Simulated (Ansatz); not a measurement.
W: geometry relaxation

System: W (Im-3m, 1 atom in the cell).
Method: DFT, PBE, PAW with Ansatz's default frozen-core files, scalar-relativistic, no spin polarisation (Ansatz 0.2.0).

The structure was built on a prototype by a generator; it need not be a known phase. It belongs to a series of runs on one base structure; here: bulk cell relaxed. Figures and captions count atoms from 1; the log counts them from 0 in places.

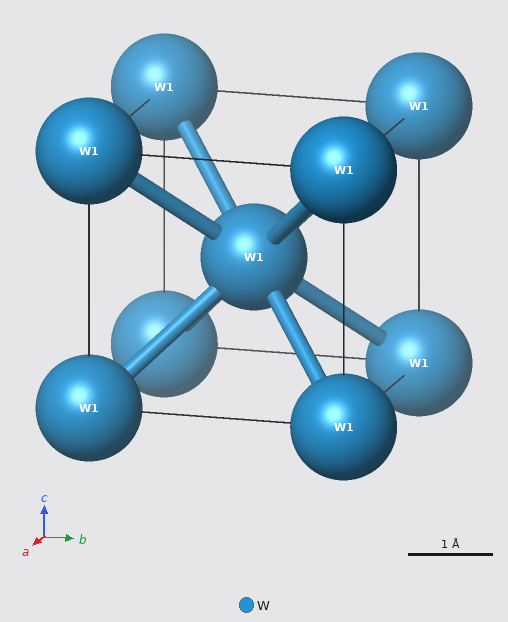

*The starting structure (ball-and-stick view of the cell 2 times as large as that of the calculation, set on its symmetry axes, seen slightly off an axis; atoms are numbered from 1 in the order of the input).*

Near neighbours in the crystal (not all of them lie inside the picture): W has 8 W at 2.76 Å.

## Summary

```tsv
quantity	value
outcome	converged
space group (tolerance 0.01 Å)	Im-3m (229)
electrons treated	14
free energy	−10384.8289 eV
Fermi energy	22.152 eV
pressure	0.00 GPa
final volume	16.13 Å³
largest force (length of the vector) at the end	under 0.001 eV/Å
final cell	a = 2.757 Å, b = 2.757 Å, c = 2.757 Å, α = 109.47°, β = 109.47°, γ = 109.47°
hardware	3 threads of Arm Neoverse V2, 24 GiB of memory available, shared host
wall time	2.2 s (CPU time 5.8 s)
peak memory	0.32 GiB
```

Spin–orbit coupling is left out, which matters for W.

## Input file
```yaml
crystal:
  lattice:
    - [-1.5921819128, 1.5921819128, 1.5921819128]
    - [1.5921819128, -1.5921819128, 1.5921819128]
    - [1.5921819128, 1.5921819128, -1.5921819128]
  atoms:
    - { symbol: W, position: [0.0, 0.0, 0.0] }
kpoints:
  mp_grid: { grid: [19, 19, 19] }
scf:
  occupations: { method: fermi_dirac, width: 0.08 }
hamiltonian:
  xc: pbe
  pseudopotentials: { kind: paw }
output:
  forces: true
  stress: true
relax:
  f_tol: 0.005
  max_steps: 40
  cell: {}
```

Command:
```bash
ansatz run input.yaml --threads 3 --pin off --max-ram 8192MiB --backend cpu --events-out ev --progress --plain --runs-dir out
```

## Output
```
Engine: ansatz 0.2.0, aarch64-unknown-linux-gnu
Pseudopotentials: kind: paw
Pseudopotential: W, paw, valence charge 14, recommended cutoff 420 eV (normal), W.paw.azcp
Functional definition: PBE
  parameter kappa = 0.804
  parameter beta = 0.06672455060314922
  exchange = pbe_x(kappa = kappa, mu = beta*pi^2/3)
  correlation = pbe_c(beta = beta)
Crystal: 1 atoms, lattice volume = 16.145 Å³
Basis set: ecut = 420 eV, 321 PW (Γ), exchange–correlation on 40×40×40 points (8 copies of the dense FFT grid, shifted against one another)
Bands: 11, of which v1, the nominal top of the filled ones, is band 7 counted from 1 (6 counted from 0)
Symmetry: 48 space group operations
Space group: Im-3m (ITA 229), of the structure as read, at distance tolerance 2.5e-5 Å
k-points: 220 of 6859
Non-local potential: W, projectors of the file, l = 0: 3, l = 1: 2, l = 2: 2, l = 3: 1
PAW form: soft (Blöchl's): semilocal exchange-correlation on the pseudo side does not see the compensation charge
PAW one-centre angular grid: W, 590 points (default); XC on 64 Gauss nodes
Initial density: superposition of atomic densities (neutral atoms: chi_scale 0, normalization atom), corrected by the library's trained network
Initial wavefunctions: pseudopotential atomic-orbital guess
Functional: x = pbe(κ = 0.804, μ = 0.2195149727645171), c = pbe(β = 0.06672455060314922)
SCF iter   1: F=—  HF=-10384.829134 eV  |F-HF|=—  |Δ(HF+E_count)|=         —  Δρ=1.57e-3  dr2=1.39e-4  ethr=1.77e-3  ⟨swp⟩=5.0  Hψ=12725  notcnv=0
preconditioner: auto → none  [metal: Δε(μ)=0.033 eV  Ē_g=8.887 eV  σ=0.080 eV  W_gap=0.10  n_scr=0 (ndim 8)  ℏωp=22.6 eV  f_vac=0.000  D(μ)=0.42/eV (n_scr^D=0)]
SCF iter   2: F=—  HF=-10384.828880 eV  |F-HF|=—  |Δ(HF+E_count)|=   2.54e-4  Δρ=7.83e-4  dr2=2.72e-5  ethr=9.94e-7  ⟨swp⟩=2.3  Hψ=5511  notcnv=0
SCF iter   3: F=—  HF=-10384.828909 eV  |F-HF|=—  |Δ(HF+E_count)|=   2.95e-5  Δρ=1.35e-4  dr2=1.98e-6  ethr=1.94e-7  ⟨swp⟩=2.0  Hψ=3730  notcnv=0
SCF iter   4: F=—  HF=-10384.828909 eV  |F-HF|=—  |Δ(HF+E_count)|=   1.44e-7  Δρ=8.79e-5  dr2=9.68e-7  ethr=1.41e-8  ⟨swp⟩=2.0  Hψ=3967  notcnv=0
SCF iter   5: F=—  HF=-10384.828908 eV  |F-HF|=—  |Δ(HF+E_count)|=   3.39e-7  Δρ=4.01e-5  dr2=2.01e-7  ethr=6.91e-9  ⟨swp⟩=2.0  Hψ=3594  notcnv=0
SCF iter   6: F=-10384.828908 eV  HF=-10384.828908 eV  |F-HF|=8.17e-9  |Δ(HF+E_count)|=   8.32e-8  Δρ=9.03e-6  dr2=1.03e-8  ethr=7.14e-10  ⟨swp⟩=4.2  Hψ=7799  notcnv=0
SCF 1 converged in 6 iterations: F = -10384.828908 eV  dr2 = 1.03e-8
  greatest PAW one-centre occupation: 1.000 electrons in one spin orbital (limit 2), on the W atom at site 0 (counted from 0), in its partial waves of l = 0
relax step   1: F+E_penalty+E_count = -10384.82890840 eV  Δ(F+E_penalty+E_count) = +0.000e0 eV  max|allowed force component| = 0.000e0 eV/Å  Δτ_max = 0.0000 Å  P = -0.269 GPa  Ω = 16.145 Å³  (6 SCF iters, dr2 threshold 1.00e-7 eV, accepted)
Crystal: 1 atoms, lattice volume = 16.090 Å³
Initial density: handed on by an earlier stage of this run
Initial wavefunctions: those handed on with the density
iter 1 solved again at ethr=1.72e-8 eV; its pass at ethr=3.10e-3 eV (dr2=2.41e-6 eV) is discarded
SCF iter   1: F=—  HF=-10384.828848 eV  |F-HF|=—  |Δ(HF+E_count)|=         —  Δρ=1.21e-4  dr2=6.77e-7  ethr=1.72e-8  ⟨swp⟩=2.1  Hψ=16092  notcnv=0
preconditioner: auto → none  [metal: Δε(μ)=0.038 eV  Ē_g=8.922 eV  σ=0.080 eV  W_gap=0.12  n_scr=0 (ndim 8)  ℏωp=22.7 eV  f_vac=0.000  D(μ)=0.41/eV (n_scr^D=0)]
SCF iter   2: F=—  HF=-10384.828847 eV  |F-HF|=—  |Δ(HF+E_count)|=   1.01e-6  Δρ=5.82e-5  dr2=1.22e-7  ethr=4.84e-9  ⟨swp⟩=2.3  Hψ=3987  notcnv=0
SCF iter   3: F=-10384.828848 eV  HF=-10384.828848 eV  |F-HF|=2.60e-9  |Δ(HF+E_count)|=   1.58e-7  Δρ=1.00e-5  dr2=4.62e-9  ethr=7.14e-10  ⟨swp⟩=4.0  Hψ=6875  notcnv=0
SCF 2 converged in 3 iterations: F = -10384.828848 eV  dr2 = 4.62e-9
relax step   2: F+E_penalty+E_count = -10384.82884752 eV  Δ(F+E_penalty+E_count) = +6.088e-5 eV  max|allowed force component| = 0.000e0 eV/Å  Δτ_max = 0.0000 Å  P = +0.771 GPa  Ω = 16.090 Å³  energy of the carried Pulay correction = +2.547e-5 eV  (3 SCF iters, dr2 threshold 1.00e-7 eV, rejected (line search))
Crystal: 1 atoms, lattice volume = 16.131 Å³
iter 1 solved again at ethr=7.71e-9 eV; its pass at ethr=3.10e-3 eV (dr2=1.08e-6 eV) is discarded
SCF iter   1: F=—  HF=-10384.828928 eV  |F-HF|=—  |Δ(HF+E_count)|=         —  Δρ=7.79e-5  dr2=2.53e-7  ethr=7.71e-9  ⟨swp⟩=2.1  Hψ=16146  notcnv=0
preconditioner: auto → none  [metal: Δε(μ)=0.003 eV  Ē_g=8.897 eV  σ=0.080 eV  W_gap=0.01  n_scr=0 (ndim 8)  ℏωp=22.6 eV  f_vac=0.000  D(μ)=0.42/eV (n_scr^D=0)]
SCF iter   2: F=—  HF=-10384.828927 eV  |F-HF|=—  |Δ(HF+E_count)|=   1.24e-6  Δρ=3.84e-5  dr2=5.23e-8  ethr=1.81e-9  ⟨swp⟩=2.3  Hψ=3902  notcnv=0
SCF iter   3: F=—  HF=-10384.828927 eV  |F-HF|=—  |Δ(HF+E_count)|=   7.03e-8  Δρ=5.43e-6  dr2=1.66e-9  ethr=3.73e-10  ⟨swp⟩=2.1  Hψ=2664  notcnv=0
SCF iter   4: F=—  HF=-10384.828927 eV  |F-HF|=—  |Δ(HF+E_count)|=  5.97e-10  Δρ=5.13e-7  dr2=1.05e-11  ethr=1.18e-11  ⟨swp⟩=2.0  Hψ=3930  notcnv=0
SCF iter   5: F=-10384.828927 eV  HF=-10384.828927 eV  |F-HF|=1.82e-12  |Δ(HF+E_count)|=  5.46e-12  Δρ=3.81e-8  dr2=1.00e-13  ethr=1.00e-12  ⟨swp⟩=5.1  Hψ=8682  notcnv=0
SCF 3 converged in 5 iterations: F = -10384.828927 eV  dr2 = 1.00e-13
relax step   3: F+E_penalty+E_count = -10384.82892710 eV  Δ(F+E_penalty+E_count) = -1.870e-5 eV  max|allowed force component| = 0.000e0 eV/Å  Δτ_max = 0.0000 Å  P = -0.001 GPa  Ω = 16.131 Å³  energy of the carried Pulay correction = +6.601e-6 eV  (5 SCF iters, accepted)
Initial wavefunctions: pseudopotential atomic-orbital guess (no wavefunctions were taken with the density)
iter 1 solved again at ethr=3.78e-8 eV; its pass at ethr=3.10e-3 eV (dr2=5.29e-6 eV) is discarded
SCF iter   1: F=—  HF=-10384.828922 eV  |F-HF|=—  |Δ(HF+E_count)|=         —  Δρ=2.39e-6  dr2=1.46e-10  ethr=3.78e-8  ⟨swp⟩=3.0  Hψ=19727  notcnv=0
eigensolver tolerance schedule: the retry pair's looser diagonalisation over-reported the residual by 36206.43 of it (diagonalisation noise at 0.79 of the residual, at the tolerance the schedule requests for it); recorded, not acted on — ethr = c·dr2/N_el stays at c = 1.0e-1
SCF iter   2: F=—  HF=-10384.828921 eV  |F-HF|=—  |Δ(HF+E_count)|=   1.24e-6  Δρ=1.01e-6  dr2=1.99e-11  ethr=1.04e-12  ⟨swp⟩=3.4  Hψ=5065  notcnv=0
SCF iter   3: F=-10384.828921 eV  HF=-10384.828921 eV  |F-HF|=3.64e-12  |Δ(HF+E_count)|=  1.82e-11  Δρ=2.62e-7  dr2=1.44e-12  ethr=1.00e-12  ⟨swp⟩=5.0  Hψ=8663  notcnv=0
SCF 4 converged in 3 iterations: F = -10384.828921 eV  dr2 = 1.44e-12
relax step   4: F+E_penalty+E_count = -10384.82892117 eV  Δ(F+E_penalty+E_count) = +5.935e-6 eV  max|allowed force component| = 0.000e0 eV/Å  Δτ_max = 0.0000 Å  P = -0.001 GPa  Ω = 16.131 Å³  stress off target by 5.54e-4 GPa  SCF on the basis re-selected at this cell (its energy is not comparable with the rows above)  (3 SCF iters)
```

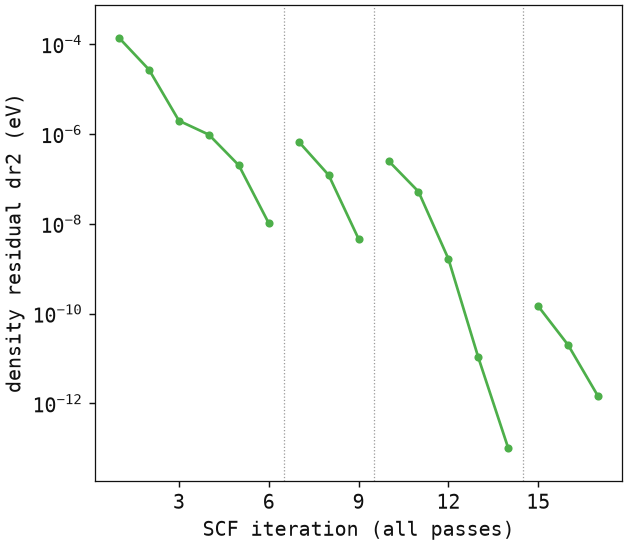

*Convergence of the self-consistent field: density residual dr2 against the SCF iteration. The dotted lines part the SCF passes of the relaxation: geometry steps, rejected trials and re-solves on a re-selected basis.*

The passes take 6, 3, 5 and 3 iterations.

```
basis re-selected at this cell: Δ(F+E_penalty+E_count) = +5.935e-6 eV, ΔP = +0.000 GPa vs the last step (what re-selecting the basis moved, of the pressure what is left beyond the Pulay correction that the steps carried, after the strain that the cell walked since its last selection, with what the two solves' SCF thresholds leave and, on support functions, any second-order correction that the steps lacked; it is no measure of the basis error at this ecutwfc). This SCF's stress stands 5.54e-4 GPa from its target on what of the cell is left free (relax.cell.stress_tol is 5.00e-2 GPa) and its largest allowed force component is 0.00e0 eV/Å (relax.f_tol is 5.00e-3 eV/Å): within both
SCF converged after 3 iterations
Free energy (F): -10384.828921 eV
Harris-Foulkes:  -10384.828921 eV  (|F-HF|=3.64e-12)
Internal energy: -10384.819967 eV  (E = F + TS)
E sigma→0 (E₀):  -10384.824444 eV
Entropy (-TS):   -0.008954 eV (-8.954 meV/atom)
Fermi energy:    22.151617 eV
--- Per-component energies (eV) ---
  E_band       = -87.366305
  E_kinetic    = 449.510685
  E_local      = -610.685429  (includes V_loc(G=0)·N_el)
  E_nonlocal   = 0.279436
  E_hartree    = 218.521219
  E_xc         = -266.834603
  E_vxc        = -238.649513  (∫ρ·V_xc dr)
  E_paw        = -8562.389548  (= ΣΔE_a)
  E_vpaw       = -124.863852  (= ΣTr[D̂ρ^β])
  E_aug_tail   = -0.000063  (compensation charges beyond the density's cutoff)
  E_ewald      = -1613.221665
  E_smearing   = -0.008954  (= −TS)
  E_closure    = 0.000000  (closes the sum)
  Σ components = -10384.828921   (vs F -10384.828921, Δ=0.00e0)
--- Forces (eV/Å), atoms counted from 1 ---
  atom   1  W      0.00000000    -0.00000000    -0.00000000
  max |Σ_I F_I| component: 1.73e-31 eV/Å
--- Stress (GPa, compression-positive) ---
       -0.000554       0.000000       0.000000
        0.000000      -0.000554      -0.000000
        0.000000      -0.000000      -0.000554
  P = ⅓ Tr σ = -0.0006 GPa (-0.006 kbar)
--- Relaxed structure (3 steps of the walk, 2 accepted, 1 SCFs on fresh bases) ---
  F+E_penalty+E_count = -10384.82892117 eV   max|allowed force component| = 0.000e0 eV/Å   (the final SCF, on the basis selected at the relaxed cell)
  cell:  # Å, volume = 16.1306 Å³
    - [-1.5917092846813432, 1.5917092846813432, 1.5917092846813432]
    - [1.5917092846813432, -1.5917092846813432, 1.5917092846813432]
    - [1.5917092846813432, 1.5917092846813432, -1.5917092846813432]
  atoms:
    - { symbol: W, position: [0.0, 0.0, 0.0] }
```

## Trajectory as extended XYZ (Å, eV, eV/Å), 4 frames, from step=1 to step=4
```
1
Lattice="-1.5922 1.5922 1.5922 1.5922 -1.5922 1.5922 1.5922 1.5922 -1.5922" Properties=species:S:1:pos:R:3:forces:R:3 step=1 energy=-10384.82891 pressure_GPa=-0.27
W     0.0000    0.0000    0.0000    0.0000   0.0000   0.0000
1
Lattice="-1.5904 1.5904 1.5904 1.5904 -1.5904 1.5904 1.5904 1.5904 -1.5904" Properties=species:S:1:pos:R:3:forces:R:3 step=2 energy=-10384.82885 pressure_GPa=0.77 accepted=F
W     0.0000    0.0000    0.0000    0.0000   0.0000   0.0000
1
Lattice="-1.5917 1.5917 1.5917 1.5917 -1.5917 1.5917 1.5917 1.5917 -1.5917" Properties=species:S:1:pos:R:3:forces:R:3 step=3 energy=-10384.82893 pressure_GPa=-0.00
W     0.0000    0.0000    0.0000    0.0000   0.0000   0.0000
1
Lattice="-1.5917 1.5917 1.5917 1.5917 -1.5917 1.5917 1.5917 1.5917 -1.5917" Properties=species:S:1:pos:R:3:forces:R:3 step=4 energy=-10384.82892 pressure_GPa=-0.00
W     0.0000    0.0000    0.0000    0.0000   0.0000   0.0000
```
